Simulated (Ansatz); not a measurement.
Given this structure, the input geometry of an electronic-structure calculation (not necessarily at equilibrium); the starting structure was generated, so it need not be a known form of this composition, written in its standard cell:

Space group Im-3m (No. 229). a = 4.199 Å, b = 4.199 Å, c = 4.199 Å, α = 90.00°, β = 90.00°, γ = 90.00°
```
atom  site  symmetry       x       y       z
  Pr    2a      m-3m  0.0000  0.0000  0.0000
```

### Predict the [210] zone-axis pattern (100 kV, kinematic, B = 0.3 Å²).

The spots form a centred rectangular net whose two shortest vectors correspond to d = 2.10 Å and 1.71 Å, 65.9° apart. They are 0 0 2 and 1 -2 1. The pattern has symmetry 2mm. The lattice centring (I) removes all reflections that break h + k + l = 2n.

Strongest reflections with d > 0.80 Å, one of each family (|F|² from tabulated Gaussian fits of the electron scattering factors, times a small damping for the curvature of the Ewald sphere):

```
   hkl  d (Å)  I (strongest = 100)
 0 0 2  2.100                  100
1 -2 1  1.714                   67
1 -2 3  1.122                   24
 0 0 4  1.050                   20
2 -4 0  0.939                   14
2 -4 2  0.857                   11
```

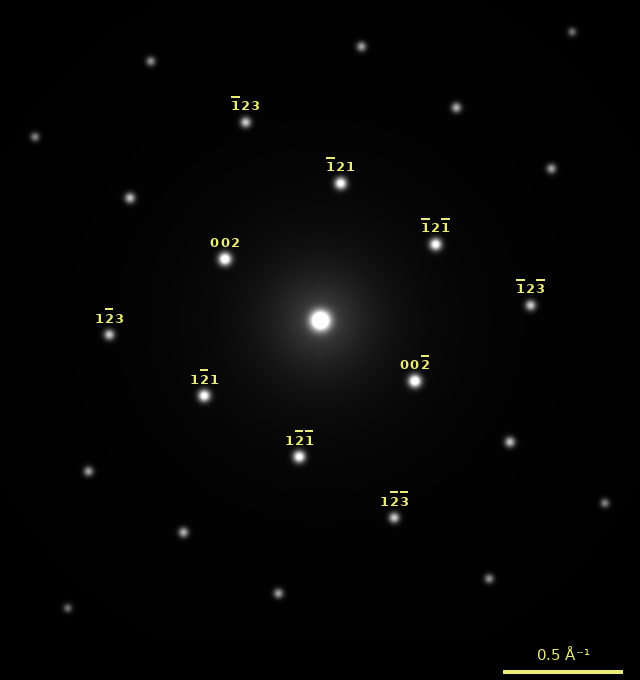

Calculated pattern, seen from the source side with [210] pointing towards the source.
